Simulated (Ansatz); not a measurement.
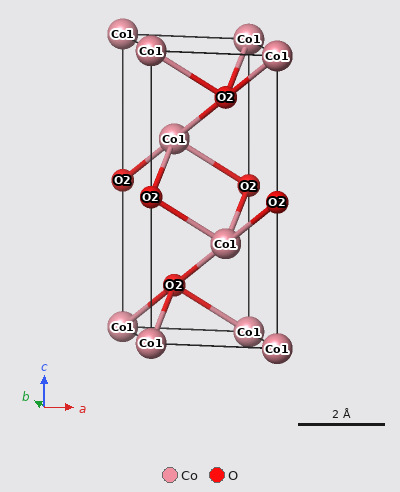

The structure as given in the input (ball-and-stick view of the cell 3 times as large as that of the calculation, set on its symmetry axes, seen slightly off an axis; atoms are numbered from 1 in the order of the input).

**Band-structure calculation of CoO**

The run: band-structure calculation of CoO (2 atoms in the cell). Method and program: DFT PBE, scalar-relativistic, plane waves, PAW, spin-polarised (Ansatz 0.2.0).

The structure derives from a Materials Project entry. Figures and captions count atoms from 1; the log counts them from 0 in places.

## Input
```yaml
crystal:
  lattice:
    - [1.5453428148, 0.8922040901, 2.2984950442]
    - [-1.5453428148, 0.8922040901, 2.2984950442]
    - [0.0, -1.7844081803, 2.2984950442]
  atoms:
    - { symbol: Co, position: [0.0, 0.0, 0.0], spin: 2.7 }
    - { symbol: O, position: [0.5, 0.5, 0.5], spin: 0.34 }
basis:
  ecutwfc: 420
kpoints:
  mp_grid: { grid: [18, 18, 18] }
  band_path:
    path:
      - [[0.0, 0.0, 0.0], [0.5, 0.5, 0.5], [0.73288332, 0.26711668, 0.5]]
      - [[0.5, -0.26711668, 0.26711668], [0.5, 0.0, 0.0], [0.0, 0.0, 0.0], [0.38355834, -0.38355834, 0.0]]
      - [[0.61644166, 0.0, 0.38355834], [0.5, 0.0, 0.5], [0.0, 0.0, 0.0]]
    npoints: 14
hamiltonian:
  xc: pbe
scf:
  occupations: { method: gaussian, width: 0.1 }
  n_extra_bands: 6
output:
  forces: true
  stress: true
  eigenvalues: true
  populations: true
  dos: { projected: true, de: 0.02, nscf_kmesh: { grid: [27, 27, 27] } }
  bader: true
  write_density: true
  write_potential: true
  elf: true
  volumetric_format: npy
magnetization:
  spin_polarized: true
checkpoint:
  read: start.run
  write: ck
  compress: false
  write_wavefunctions: false
  write_every: 100000
```

Hardware: 1 thread of Arm Neoverse V2, 24 GiB of memory available, shared host.

Launch command:
```bash
ansatz run input.yaml --threads 1 --pin off --max-ram 2560MiB --backend cpu --events-out ev --progress --plain --runs-dir out
```

## What the program printed
```
Warning: checkpoint.read: spin seed differs: saved 6cd54f6c3e1c…, current 043c9ee94ec8…; the loaded state replaces the seed-built initial guess (but the starting_ns of a DFT+U solve that opens without the state's occupation matrices), so the run may converge into the producing seed's basin, or, where the symmetry group that follows from this deck's starting moments and starting_ns does not hold the saved magnetisation, lose that magnetisation at its first build. Where atoms have moved since the state was saved, this difference can also decide whether moments are moved with them. A self-consistent run of this deck without the state starts from its starting moments and, under a DFT+U term, its starting_ns
scf.n_extra_bands = 6 over 12 filled bands (N_el = 23.0): the run solves 18 bands
Engine: ansatz 0.2.0, aarch64-unknown-linux-gnu
Pseudopotentials: kind: paw
Pseudopotential: Co, paw, valence charge 17, recommended cutoff 420 eV (normal), Co.paw.azcp
Pseudopotential: O, paw, valence charge 6, recommended cutoff 420 eV (normal), O.paw.azcp
Functional definition: PBE
  parameter kappa = 0.804
  parameter beta = 0.06672455060314922
  exchange = pbe_x(kappa = kappa, mu = beta*pi^2/3)
  correlation = pbe_c(beta = beta)
Crystal: 2 atoms, lattice volume = 19.014 Å³
Basis set: ecut = 420 eV, 367 PW (Γ), exchange–correlation on 40×40×40 points (8 copies of the dense FFT grid, shifted against one another)
Bands: 18, of which v1, the nominal top of the filled ones, is band 12 counted from 1 (11 counted from 0)
Symmetry: 12 space group operations
Space group: R-3m (ITA 166), of the structure as read, at distance tolerance 2.7e-5 Å
Magnetic group: BNS 166.97 (UNI 1327), of the structure as read, at distance tolerance 2.7e-5 Å
k-points: 580 of 5832
Non-local potential: Co, projectors of the file, l = 0: 3, l = 1: 2, l = 2: 3, l = 3: 1
Non-local potential: O, projectors of the file, l = 0: 2, l = 1: 2, l = 2: 1
PAW form: soft (Blöchl's): semilocal exchange-correlation on the pseudo side does not see the compensation charge
PAW one-centre angular grid: Co, 590 points (default); XC on 64 Gauss nodes
PAW one-centre angular grid: O, 110 points (default); XC on 64 Gauss nodes
Initial density: read from a saved state, or passed on in memory by an earlier SCF of this step, an earlier step, the calling program or the single point that the run made first
Stability of the state it starts from, as read at its close in the collinear treatment: not read negative (Ritz values of 1 − χ₀K, real part plus size of imaginary part, from 0.97 to 1.9, by its mixing steps under the symmetry group of the SCF that read it); its run was given moments
Starting moments: Σ|m| = 3.04 μB on 2 of 2 sites; this step starts from the density that it was given
Initial wavefunctions: pseudopotential atomic-orbital guess
Functional: x = pbe(κ = 0.804, μ = 0.2195149727645171), c = pbe(β = 0.06672455060314922)
iter 1 solved again at ethr=6.45e-9 eV; its pass at ethr=3.10e-3 eV (dr2=1.48e-6 eV) is discarded
SCF iter   1: F=—  HF=-5692.117938 eV  |F-HF|=—  |Δ(HF+E_count)|=         —  Δρ=3.15e-7 (↑7.11e-8 ↓3.15e-7)  dr2=1.84e-11  dr2_m=3.45e-12  M=2.882 μB ∫|m|=2.898 μB  β_m=0.30  ethr=6.45e-9  ⟨swp⟩=3.9  Hψ=152273  notcnv=0
eigensolver tolerance schedule: the retry pair's looser diagonalisation over-reported the residual by 80760.71 of it (diagonalisation noise at 0.20 of the residual, at the tolerance the schedule requests for it); recorded, not acted on — ethr = c·dr2/N_el stays at c = 1.0e-1
preconditioner: auto → none  [metal: Δε(μ)=0.001 eV  Ē_g=15.560 eV  σ=0.100 eV  W_gap=0.00  n_scr=8 (ndim 8)  ℏωp=33.0 eV  f_vac=0.000  D(μ)=3.26/eV (n_scr^D=58)]
SCF iter   2: F=-5692.117938 eV  HF=-5692.117938 eV  |F-HF|=7.91e-11  |Δ(HF+E_count)|=   1.39e-8  Δρ=6.97e-7 (↑2.45e-7 ↓6.97e-7)  dr2=8.82e-11  dr2_m=2.23e-11  M=2.882 μB ∫|m|=2.898 μB  ethr=1.00e-12  ⟨swp⟩=8.1  Hψ=107733  notcnv=0
SCF 1 converged in 2 iterations: F = -5692.117938 eV  dr2 = 8.82e-11
  greatest PAW one-centre occupation: 1.004 electrons in one spin orbital (limit 2), on the Co atom at site 0 (counted from 0), in its partial waves of l = 1
NSCF: frozen V_eff on 101 k-points
NSCF: frozen V_eff on 1834 k-points
SCF converged after 2 iterations
Magnetization: 2.8820 μB (12.9410 up, 10.0590 down)
Absolute magnetization: 2.8983 μB (∫|ρ↑−ρ↓|, with the PAW one-centre terms)
Spin contamination: 0.0088 ħ² per cell (⟨S²⟩ above its minimum at these occupations)
Per-site moments (μB) at R_I (Å): [(2.457747347266438, 0.8755192170435757), (0.31032526079546563, 0.8755192170435757)]
Free energy (F): -5692.117938 eV
Harris-Foulkes:  -5692.117938 eV  (|F-HF|=7.91e-11)
Internal energy: -5692.101637 eV  (E = F + TS)
E sigma→0 (E₀):  -5692.109787 eV
Entropy (-TS):   -0.016300 eV (-8.150 meV/atom)
Fermi energy:    14.168313 eV
--- Per-component energies (eV) ---
  E_band       = -299.389622
  E_kinetic    = 618.055441
  E_local      = -3407.866278  (includes V_loc(G=0)·N_el)
  E_nonlocal   = 513.890519
  E_hartree    = 1399.640864
  E_xc         = -228.821773
  E_vxc        = -294.086794  (∫ρ·V_xc dr)
  E_paw        = -1676.804535  (= ΣΔE_a)
  E_vpaw       = -528.667104  (= ΣTr[D̂ρ^β])
  E_aug_tail   = 0.002465  (compensation charges beyond the density's cutoff)
  E_ewald      = -2910.198340
  E_smearing   = -0.016300  (= −TS)
  E_closure    = -0.000000  (closes the sum)
  Σ components = -5692.117938   (vs F -5692.117938, Δ=0.00e0)
--- Forces (eV/Å), atoms counted from 1 ---
  atom   1  Co    -0.00000000     0.00000000    -0.00000000
  atom   2  O      0.00000000     0.00000000     0.00000000
  max |Σ_I F_I| component: 2.26e-29 eV/Å
--- Stress (GPa, compression-positive) ---
        0.008194       0.000000       0.000000
        0.000000       0.008194       0.000000
       -0.000000       0.000000      -0.006739
  P = ⅓ Tr σ = 0.0032 GPa (0.032 kbar)
--- Band table (eV; the first three rows and the last of 1160) ---
  k-point 0 ↑: bands = ["-82.7045", "-46.0073", "-46.0073", "-45.8823", "-6.1780", "10.7912", "10.7912", "10.8134", "10.8134", "11.0137", "11.0137", "11.3416", "11.3626", "15.1906", "30.8507", "31.5342", "31.5342", "34.2208"]
  k-point 1 ↑: bands = ["-82.7044", "-46.0082", "-46.0074", "-45.8828", "-6.1461", "10.2876", "10.3471", "10.6429", "10.9824", "11.0599", "11.3837", "11.4143", "11.6836", "15.4152", "29.8816", "31.4649", "32.2723", "33.8538"]
  k-point 2 ↑: bands = ["-82.7041", "-46.0109", "-46.0076", "-45.8840", "-6.0529", "9.6843", "9.7892", "10.1815", "11.0387", "11.1972", "11.5175", "11.9280", "12.1433", "15.9844", "28.5627", "31.1987", "32.8761", "33.3085"]
  k-point 579 ↓: bands = ["-79.6686", "-43.0429", "-43.0222", "-43.0222", "-4.1343", "6.6796", "9.0304", "9.0304", "14.2233", "14.2233", "14.4805", "17.0390", "17.0390", "19.0042", "25.5399", "26.8721", "26.8721", "34.3166"]
--- Löwdin populations: 2 sites ---
  site symbol       q [e]    m [muB]
     0     Co     15.9155     2.4940
     1      O      6.9636     0.3921
  spilling = 0.005257 (of n_electrons = 23.000000)
--- Bader charges: 2 sites ---
  site symbol  charge [e]  shift [e]    m [muB]
     0     Co      1.2245     0.0032     2.5514
     1      O     -1.2245     0.0032     0.3306
  estimated error of the sums over rays = 2.9e-4 e
```

## File bader_charges.tsv
```
# site	symbol	x_ang	y_ang	z_ang	partial_charge_e	electrons	volume_ang3	relative_density_drop	shared_charge_e	partial_wave_shift_e	spin_moment_mub
# quadrature_error_electrons = 2.9e-4
0	Co	0.0000	0.0000	0.0000	1.22455	25.77545	8.94	-	1.22455	0.00315	2.55138
1	O	0.0000	0.0000	3.4477	-1.22455	9.22455	10.08	-	-1.22455	0.00315	0.33058
```

## File populations.tsv
```
# site	symbol	l	j	q_up	q_dn
# orbitals = lowdin
# n_electrons = 23.000000
# spilling = 0.005257
0	Co	0_3S	-	0.996186	0.996318
0	Co	0_4S	-	0.253096	0.233902
0	Co	1_3P	-	2.999198	2.998640
0	Co	2_3D	-	4.956261	2.481853
1	O	0_2S	-	0.941997	0.899200
1	O	1_2P	-	2.735880	2.386560
```

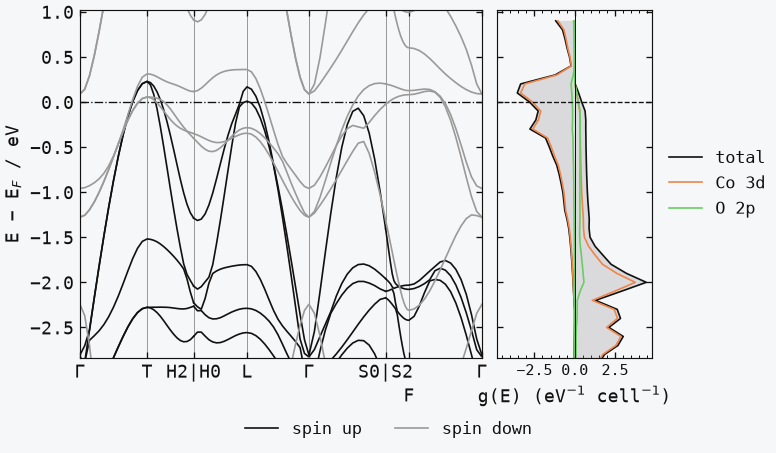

Band structure along Γ–T–H2|H0–L–Γ–S0|S2–F–Γ and density of states (projected on Löwdin-orthogonalised atomic shells), with energies from the Fermi level. Bands cross the Fermi level: a metal at this level of theory.

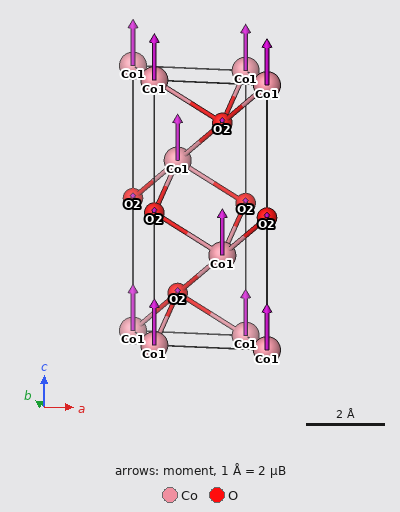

Magnetic moments of the sites as pink arrows (ball-and-stick view of the cell 3 times as large as that of the calculation, set on its symmetry axes, seen slightly off an axis; atoms are numbered from 1 in the order of the input); small moments hardly show. The run is collinear, so the axis drawn is arbitrary. Site moments: Co1 (2.46 μB); O2 (0.31 μB). They are counted near the atoms and needn't add up to the moment of the cell.

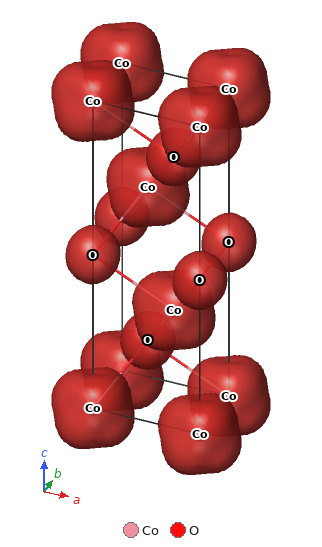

Isosurfaces of the spin density at +0.1 (red) and −0.1 e/Å³ (blue), seen slightly off an axis. Sticks mark near contacts. The outline is the cell set on symmetry axes. The cell of the calculation (2 atoms) carries 2.9 μB net. Only one sign reaches the isovalue. The fields are those of the smooth PAW valence density.

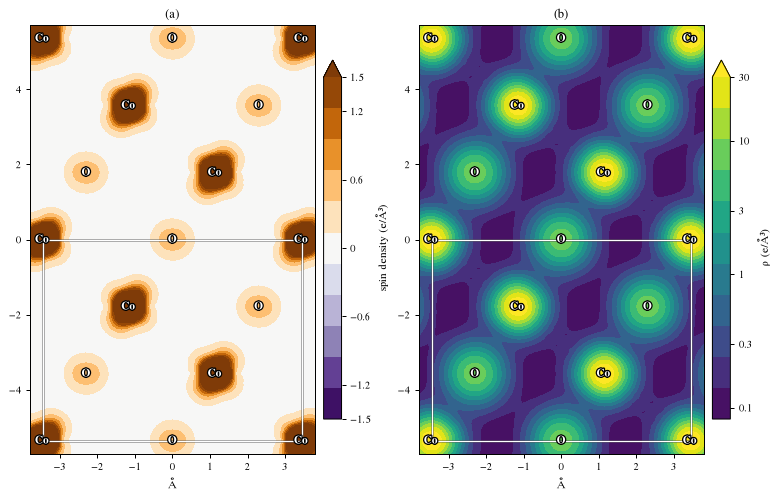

(a) spin density (up minus down); (b) valence electron density on the (110) plane of the conventional cell. The plane passes through Co and O nuclei. Co–O (2.12 Å): ρ at the midpoint is about 0.42 e/Å³. Away from the nuclei the density in this plane falls to 0.08 e/Å³ at its lowest. The cell of the calculation (2 atoms) carries 2.9 μB net.

## Results in brief

```tsv
quantity	value
outcome	converged
space group (tolerance 0.01 Å)	R-3m (166)
electrons treated	23
free energy	−5692.1179 eV
Fermi energy	14.168 eV
gap on the k-point mesh	none (metallic)
net moment of the cell	2.88 μB
integrated absolute moment	2.90 μB
pressure	0.00 GPa
largest force (length of the vector)	under 0.001 eV/Å
wall time	66 s
peak memory	0.74 GiB
```

## Remarks

The program warns: the state was not tested for a lower one.
